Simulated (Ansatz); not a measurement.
System: HfN, space group Fm-3m (No. 225).

The given structure:
```xyz
2
Lattice="0.0000 2.2590 2.2590 2.2590 0.0000 2.2590 2.2590 2.2590 0.0000" Properties=species:S:1:pos:R:3 pbc="T T T"
Hf    0.0000    0.0000    0.0000
N     2.2590    2.2590    2.2590
```

How it was computed, with Ansatz 0.2.0: homogeneous strain of a crystal along one Voigt pattern with engineering shear, fractional coordinates fixed, by plane-wave density functional theory with PAW datasets, free energies less that of the undisturbed cell, pressure positive in compression; scalar-relativistic. Level: PBEsol, no spin polarisation.

| setting | value |
| --- | --- |
| wave cutoff | 420 eV |
| k mesh | 18×18×18 |
| occupations | Gaussian |
| smearing width | 0.15 eV |
| k shift | (0, 0, 0) (mesh steps) |
| start | as given |
| strain pattern | (1, -1, 0, 0, 0, 0) (xx yy zz yz xz xy with engineering shear) |

The points at strain −0.015, −0.005, 0.01 and 0.02 follow from computed ones by symmetry.

Predict the energy change, tensile stress summed over the strain pattern and pressure against strain. The strain takes the values −0.0200, −0.0150, −0.0100, −0.0050, 0.0000, 0.0025, 0.0050, 0.0075, 0.0100, 0.0125, 0.0150, 0.0175, 0.0200.

The energy change is 13.81 meV/atom at strain −0.0200 and 13.81 meV/atom at 0.0200; the lowest computed point is at strain 0.0000 (0.00 meV/atom). The tensile stress summed over the strain pattern rises from −19.6 GPa at strain −0.0200 to 19.6 GPa at 0.0200, and changes sign near 0.0000. The pressure goes from −2.153 GPa at strain −0.0200 to −2.153 GPa at 0.0200, not monotonically, with a low of −3.017 GPa at 0.0000. The slope of tensile stress is 951 GPa. The second derivative of tensile stress is 20 GPa.

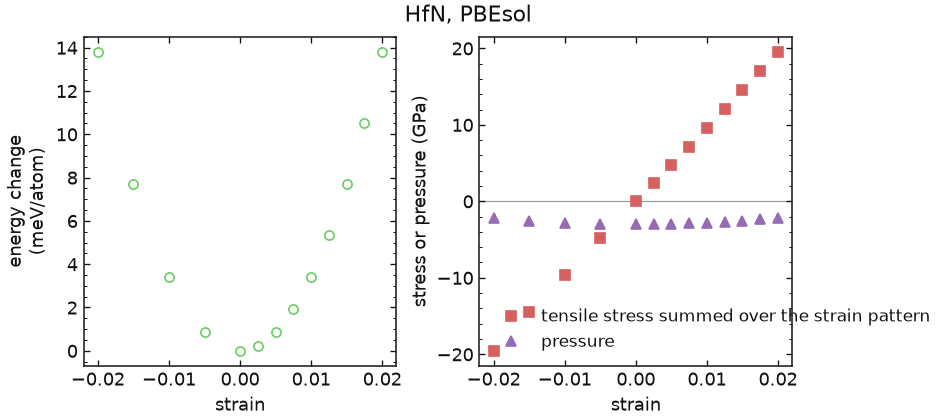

Limits of the calculation: no spin polarisation, a magnetic state may lie lower; reference crystal is not relaxed.
